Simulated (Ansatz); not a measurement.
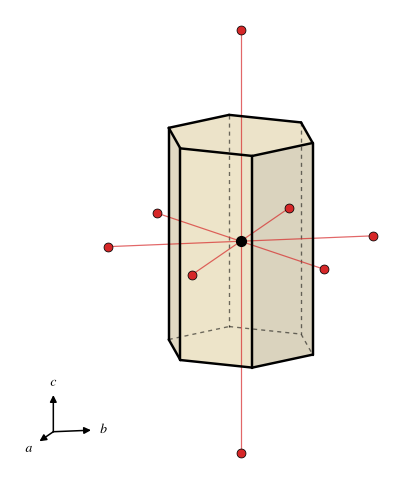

Crystal: SiC, the input geometry of an electronic-structure calculation (not necessarily at equilibrium). The Wigner–Seitz cell of the crystal's lattice, with lines to the lattice points that define its faces. Symmetry computed with spglib at a tolerance of 0.002 Å; standard conventional cell.

a = 3.075 Å, b = 3.075 Å, c = 5.048 Å, α = 90.00°, β = 90.00°, γ = 120.00°; lattice centring P.

Q: Which of Fedorov's five parallelohedra is it?

A: A hexagonal prism: 8 faces (6 with 4 edges, 2 with 6 edges), 18 edges, 12 vertices. Its volume is that of the primitive cell, 41.3 Å³.

Q: Which lattice vectors do the faces bisect?

A:
```csv
example,length (Å),faces,edges of each,area (Å²)
a + b,3.08,6,4,9.0
c,5.05,2,6,8.2
```
